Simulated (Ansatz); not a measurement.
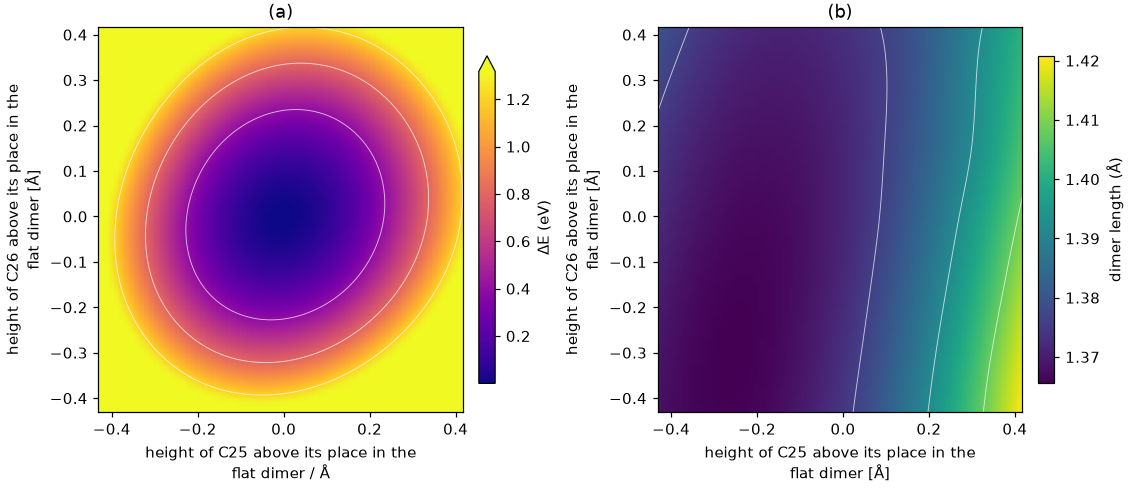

A C(100) slab cut from the Fd-3m phase, its lower face capped with 8 H atoms (36 atoms in the cell). 
- Two atoms of the surface dimers are held at set heights.
- First axis: height of C25 above its place in the flat dimer. Second axis: height of C26 above its place in the flat dimer.
- Relaxed at each point: all atoms of the upper layers, but for the two heights.
- Grid: 7 × 7 points; 28 points were computed and 21 follow by symmetry.
- Points are written as (first, second).
- Energies: eV, counted from the lowest grid point.
- Computed with Ansatz, DFT LDA, scalar-relativistic, plane waves, PAW. Settings: cutoff 420 eV, k-mesh 5×5×1, gaussian smearing 0.05 eV, no spin polarisation.

Panel (a) is the energy and panel (b) the computed dimer length on the same grid.

In the figure: a smooth colour map with a few white contour lines, one colour for all values above the top of the scale. Between grid points the surface is interpolated.

**How does the dimer length vary over the map, and what is it at the lowest grid point?**

It runs from 1.37 Å at (−0.292 Å, −0.292 Å) to 1.42 Å at (0.417 Å, −0.431 Å). At the lowest grid point, (0.000 Å, 0.000 Å), it is 1.37 Å.
